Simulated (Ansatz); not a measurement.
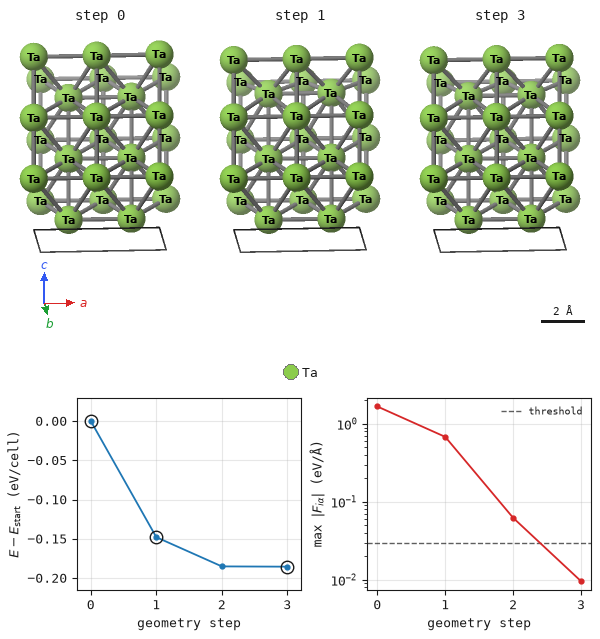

Frames of a constrained relaxation of a slab of composition Ta (cut from the Fm-3m phase), marked on the history of the run. Style: ball-and-stick. Shown: the 2 × 1 repeat of the cell, outlined in the plane, without the vacuum, from a free direction.

Case: clean slab, lower half held. The slab is the (1 1 0) face of Ta. 3 atoms are held fixed.

These are results of DFT PBEsol, scalar-relativistic, plane waves, PAW (Ansatz), not measurements.

Input file:
```yaml
crystal:
  lattice:
    - [2.9525883356, 0.0, 0.0]
    - [0.0, 4.1755904683, 0.0]
    - [0.0, 0.0, 24.381470839]
  atoms:
    - { symbol: Ta, position: [0.5, 0.5, 0.348625399] }
    - { symbol: Ta, position: [0.0, 0.0, 0.4091752394] }
    - { symbol: Ta, position: [0.5, 0.5, 0.4697250798] }
    - { symbol: Ta, position: [0.0, 0.0, 0.5302749202] }
    - { symbol: Ta, position: [0.5, 0.5, 0.5908247606] }
    - { symbol: Ta, position: [0.0, 0.0, 0.651374601] }
basis:
  ecutwfc: 420
kpoints:
  mp_grid: { grid: [10, 7, 1] }
hamiltonian:
  xc: pbesol
scf:
  occupations: { method: gaussian, width: 0.1 }
output:
  forces: true
  eigenvalues: true
relax:
  adjacent_minimum: "off"
  f_tol: 0.03
  max_steps: 70
  constraints: [{ sites: [0, 1, 2] }]
efield:
  axis: 3
  dipole_correction: true
  ramp_width: 0.04
```

Launched with:
```bash
ansatz run input.yaml --threads 4 --pin off --max-ram 10240MiB --backend cpu --events-out ev --progress --plain --runs-dir out
```

**Describe the path.**

Over 3 geometry steps the energy falls by 0.186 eV per cell of the calculation. Largest force component: 1.7 eV/Å at the start, 0.0096 eV/Å at the end. Ta6 moves most: 0.17 Å along the normal (−c). The cell stays as it was. Some distances before and after: Ta4–Ta6 2.953 → 2.801 Å, Ta5–Ta6 2.953 → 2.833 Å, Ta3–Ta5 2.953 → 3.042 Å, Ta4–Ta5 2.953 → 3.006 Å. From step 0 to 1: Ta5 moves most (0.19 Å), energy −0.148 eV per cell of the calculation. From step 1 to 3: Ta5 moves most (0.11 Å), energy −37.6 meV per cell of the calculation.

```tsv
step	E − E(0), meV/atom	largest force component, eV/Å
0	0.00	1.6742
1	-24.67	0.6824
2	-30.87	0.0625
3	-30.93	0.0096
```
